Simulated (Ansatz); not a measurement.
## Run report: C4HSi4, geometry relaxation (part 1 of 4)

System: C4HSi4 (slab, 9 atoms in the cell).
Method: DFT PBEsol, scalar-relativistic, plane waves, PAW, spin-polarised (Ansatz 0.2.0).

The structure derives from an entry of the Crystallography Open Database. The input holds or restrains some coordinates. Forces given for the steps count only the free coordinates. It belongs to a series of runs on one base structure; here: H put at a top Si site.

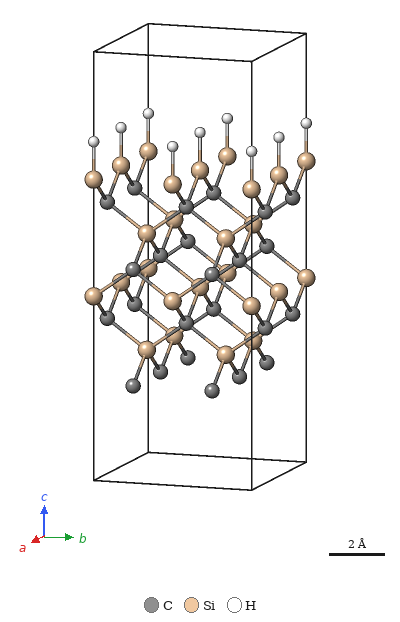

**Figure 1.** The starting structure (ball-and-stick view of the 2 × 2 repeat of the cell, with the vacuum cut short, seen slightly off an axis). An atom can appear more than once, as a periodic image. Near neighbours in the periodic cell (some may lie outside the picture): C has 2 Si at 1.89 Å; Si has 4 C at 1.88 to 1.89 Å; C has 4 Si at 1.88 to 1.90 Å; Si has 2 C at 1.90 Å and 1 H at 1.42 Å; H has 1 Si at 1.42 Å.

**Summary**

```csv
quantity,value
outcome,converged under the restraints of the input
electrons treated,33
free energy,−3484.8590 eV
"work function, top face",3.60 eV
"work function, bottom face",6.74 eV
Fermi energy,0.144 eV
gap on the k-point mesh,none (metallic)
net moment of the cell,0.79 μB
integrated absolute moment,0.82 μB
final volume,252.67 Å³
work function (upper face),3.60 eV
"largest force (length of the vector) at the end, held atoms and coordinates included",2.451 eV/Å
hardware,"2 threads of Intel Xeon (Granite Rapids), 32 GiB of memory available, shared host"
wall time,3 min (CPU time 5.7 min)
peak memory,0.97 GiB
```

**Remarks**

The electronic state found may not be the lowest one. Notes on the run: the exchange-correlation potential is rough where the density is thin.

**Input**
```yaml
crystal:
  lattice:
    - [3.0806203182, 0.0, 0.0]
    - [0.0, 3.0806203182, 0.0]
    - [0.0, 0.0, 26.6241463104]
  atoms:
    - { symbol: C, position: [0.0, 0.5, 0.3192590629] }
    - { symbol: Si, position: [0.5, 0.5, 0.3601679335] }
    - { symbol: C, position: [0.5, 0.0, 0.4010768042] }
    - { symbol: Si, position: [0.0, 0.0, 0.4419856749] }
    - { symbol: C, position: [0.0, 0.5, 0.4830872637] }
    - { symbol: Si, position: [0.5, 0.5, 0.5238468577] }
    - { symbol: C, position: [0.5, 0.0, 0.564552899] }
    - { symbol: Si, position: [0.0, 0.0, 0.6062020506] }
    - { symbol: H, position: [0.0, 0.0, 0.6595370941], spin: 1.0 }
basis:
  ecutwfc: 420
kpoints:
  mp_grid: { grid: [9, 9, 1] }
hamiltonian:
  xc: pbesol
scf:
  occupations: { method: gaussian, width: 0.05 }
output:
  forces: true
  eigenvalues: true
  populations: true
  write_density: true
  write_potential: true
  elf: true
  volumetric_format: npy
magnetization:
  spin_polarized: true
relax:
  adjacent_minimum: "off"
  f_tol: 0.03
  max_steps: 70
  constraints: [{ sites: [0, 1, 2, 3] }]
efield:
  axis: 3
  dipole_correction: true
  ramp_width: 0.04
```

Command:
```bash
ansatz run input.yaml --threads 2 --pin off --max-ram 5120MiB --backend cpu --events-out ev --progress --plain --runs-dir out
```

**Output**
```
Engine: ansatz 0.2.0, x86_64-unknown-linux-gnu
Pseudopotentials: kind: paw
Pseudopotential: C, paw, valence charge 4, recommended cutoff 420 eV (normal), C.paw.azcp
Pseudopotential: Si, paw, valence charge 4, recommended cutoff 420 eV (normal), Si.paw.azcp
Pseudopotential: H, paw, valence charge 1, recommended cutoff 420 eV (normal), H.paw.azcp
Functional definition: PBEsol
  exchange = pbesol_x
  correlation = pbesol_c
Crystal: 9 atoms, lattice volume = 252.669 Å³
Basis set: ecut = 420 eV, 4985 PW (Γ), exchange–correlation on 48×48×360 points (8 copies of the dense FFT grid, shifted against one another)
Bands: 26, of which v1, the nominal top of the filled ones, is band 17 counted from 1 (16 counted from 0)
Symmetry: 4 space group operations
k-points: 25 of 81
Non-local potential: C, projectors of the file, l = 0: 2, l = 1: 2, l = 2: 1
Non-local potential: Si, projectors of the file, l = 0: 2, l = 1: 2, l = 2: 2
Non-local potential: H, projectors of the file, l = 0: 2, l = 1: 1
PAW form: soft (Blöchl's): semilocal exchange-correlation on the pseudo side does not see the compensation charge
PAW frozen core: C, regenerated for the run's functional, and the local potential with it (the file was generated under x = pbe(κ = 0.804, μ = 0.2195149727645171), c = pbe(β = 0.06672455060314922))
PAW frozen core: Si, regenerated for the run's functional, and the local potential with it (the file was generated under x = pbe(κ = 0.804, μ = 0.2195149727645171), c = pbe(β = 0.06672455060314922))
PAW one-centre angular grid: C, 110 points (default); XC on 64 Gauss nodes
PAW one-centre angular grid: Si, 110 points (default); XC on 64 Gauss nodes
PAW one-centre angular grid: H, 110 points (default); XC on 64 Gauss nodes
Initial density: superposition of atomic densities (neutral atoms: chi_scale 0, normalization atom)
Starting moments: Σ|m| = 1 μB on 1 of 9 sites
Initial wavefunctions: pseudopotential atomic-orbital guess
Functional: x = pbesol(κ = 0.804, μ = 0.12345679012345678), c = pbesol(β = 0.046)
```
